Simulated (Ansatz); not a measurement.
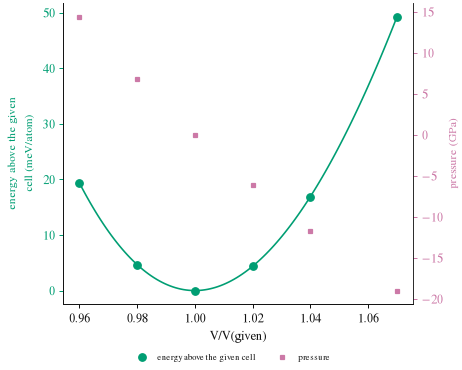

The figure shows the energy above the given cell and pressure against V/V(given) for TaC, space group Fm-3m (No. 225).

The given structure:
```
CELL_PARAMETERS angstrom
0.00000 2.23695 2.23695
2.23695 0.00000 2.23695
2.23695 2.23695 0.00000
ATOMIC_POSITIONS crystal
Ta 0.00000 0.00000 0.00000
C 0.50000 0.50000 0.50000
```

Calculation (Ansatz 0.2.0): plane-wave density functional theory, PAW datasets, Gaussian smearing 0.05 eV: equation of state, the given cell scaled in volume with shape and atoms relaxed at each volume; third-order Birch-Murnaghan fit. Level: PBE, spin-orbit.

- PAW set: soft_2
- wave cutoff: 420 eV
- k mesh: 14×14×14
- symmetry use: detected

V(given) is 11.19 Å³/atom.

Question: Give the fitted equation-of-state parameters.

Answer: A third-order Birch–Murnaghan fit gives V0 = 11.19 Å³/atom, B0 = 323 GPa and B′ = 4.2.

Question: What does the pressure do across the range?

Answer: It falls from 14.4 GPa at V/V(given) 0.96 to −19.0 GPa at 1.07, and changes sign near 1.00.

Question: Is there a gap?

Answer: No, the levels on the k mesh show a metal at every point.
